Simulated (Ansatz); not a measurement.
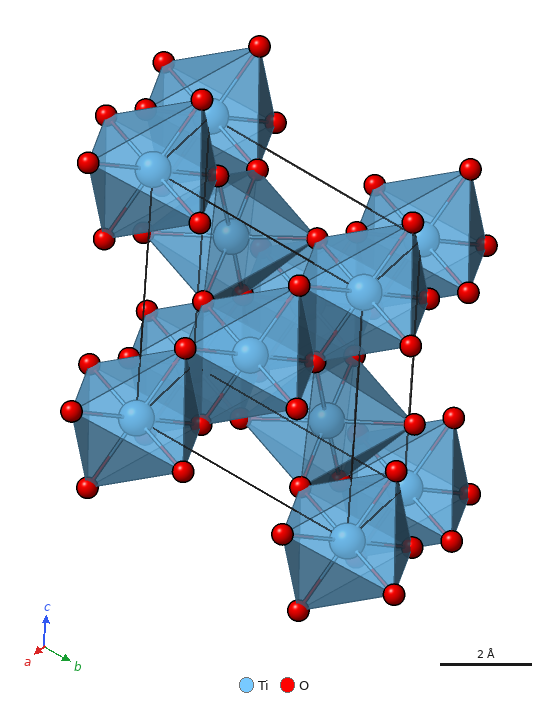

TiO₂, a = 5.518 Å, b = 5.518 Å, c = 5.518 Å, α = 114.80°, β = 106.87°, γ = 106.87°. View slightly off an axis, drawn as a polyhedral model. Atoms at the boundary of the unit cell (the box) are drawn once for each face, edge or corner they touch. Some neighbours outside the box are added. The cell is a structure listed in the Materials Project.

One fixed geometry was run with a growing Hubbard U on Ti d. Alike in all runs: Ansatz 0.2.0; functional PBE; potentials Ansatz PAW; cutoff 420 eV; k mesh 6 × 6 × 6 on the run's cell of 12 atoms; occupations fermi-dirac, width 0.05 eV; no spin polarisation; no spin-orbit coupling.

| U (eV) | gap (eV) | pressure (GPa) |
| --- | --- | --- |
| 0 | 1.84 | -1.4 |
| 1 | 1.94 | -0.6 |
| 2 | ? | ? |
| 3 | 2.15 | 1.1 |
| 4 | 2.26 | 2.0 |
| 5 | 2.38 | 3.0 |
| 6 | 2.51 | 4.0 |
| 8 | 2.78 | 6.2 |

Q: What would you expect at U = 2 eV?

A: At U = 2 eV the run gave a gap of 2.05 eV and a pressure of 0.2 GPa. A straight line between the neighbouring rows gives 2.04 eV, which is close.

Total energies at different U can't be compared. Gaps are the least found on the k-mesh, which can miss the band edges.

Caveat: the pressure holds a Pulay correction of +0.7 GPa for the finite cutoff.
